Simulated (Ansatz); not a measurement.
## Electronic structure of CdS in real space

Input file:

```
crystal:
  lattice:
    - [4.15, 0.0, 0.0]
    - [-2.075, 3.5940054257, 0.0]
    - [0.0, 0.0, 6.737]
  atoms:
    - { symbol: Cd, position: [0.6666666667, 0.3333333333, 0.5] }
    - { symbol: Cd, position: [0.3333333333, 0.6666666667, 0.0] }
    - { symbol: S, position: [0.6666666667, 0.3333333333, 0.875] }
    - { symbol: S, position: [0.3333333333, 0.6666666667, 0.375] }
hamiltonian:
  xc: rpbe
  pseudopotentials: { kind: paw }
kpoints:
  mp_grid: { grid: [7, 7, 4] }
scf:
  occupations: { method: fermi_dirac, width: 0.05 }
output:
  forces: true
  stress: true
  write_density: true
  write_potential: true
  elf: true
  volumetric_format: npy
relax:
  f_tol: 0.01
  max_steps: 40
  cell: { stress_tol: 0.05 }
```

Run with:

```sh
ansatz run input.yaml --threads 2 --pin off --max-ram 5120MiB --backend cpu --events-out ev --progress --plain --runs-dir out
```

Below, planes, directions and counts refer to the conventional cell (a = 4.25 Å, b = 4.25 Å, c = 6.92 Å, α = 90.00°, β = 90.00°, γ = 120.00°).

The fields are those of the relaxed geometry.

Space group P6₃mc.

Method: Kohn-Sham DFT of a periodic cell, RPBE, Ansatz PAW in Ansatz 0.2.0.

Core electrons are frozen (PAW), and the valence fields are smoothed inside the atomic spheres.

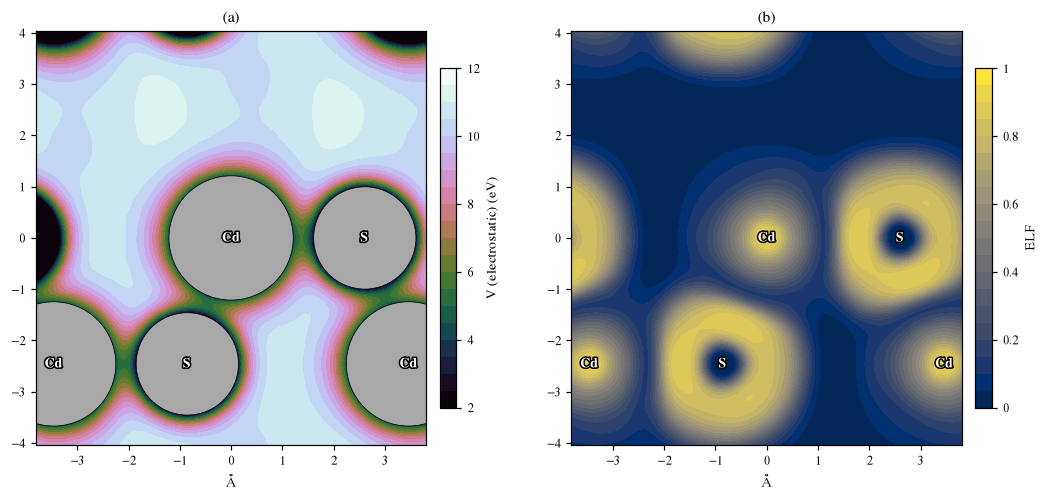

Figure 1. (a) electrostatic potential energy of an electron; (b) electron localisation function on the (110) plane of the conventional cell. Grey discs cover the atomic cores in the potential map.

Interpret the plot.

Answer.
- Atoms in the plane: Cd and S.
- Cd–S (2.60 Å): the ELF peaks at about 0.90 in the valence shell of S, 0.8 Å from its nucleus, and drops to about 0.15 between the two atoms.
- The features right at Cd lie inside the PAW spheres, where the map follows smoothed inner orbitals and isn't to be read closely.
- Outside the cores the potential energy rises away from the atoms and is highest about 2.5 Å from the nearest atoms; its zero is arbitrary.

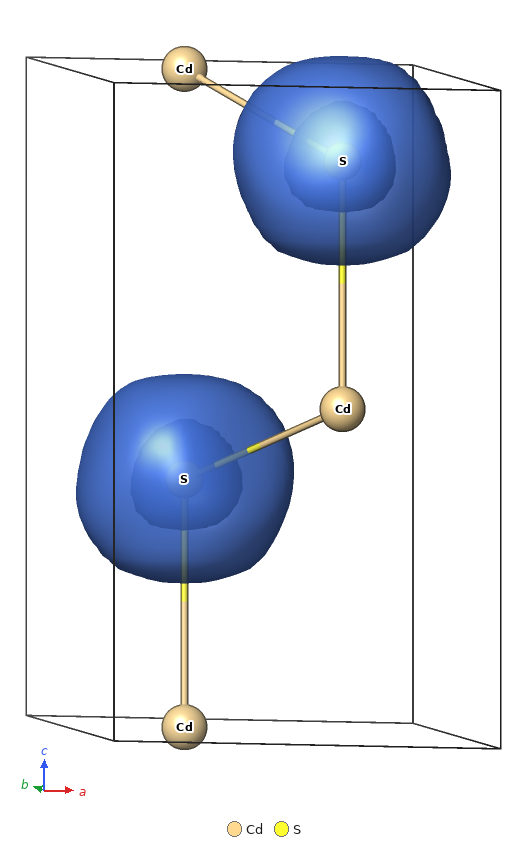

Figure 2. Isosurface of the ELF at 0.75 (blue), seen at an oblique angle. Only the valence region is drawn (cores and ρ < 0.01 e/Å³ removed). Sticks mark near contacts.

Describe the localisation domains.

Answer. At this value the surface marks out two regions wrapped around S (the valence shell of each), counted in one cell of 4 atoms. Regions shared between cells count once.

Does the calculation make it a metal, or give it a gap?

Answer. It is gapped, with a Kohn–Sham gap of 1.2 eV on the k-point mesh (the band edges may lie off the mesh, which would make the gap smaller).
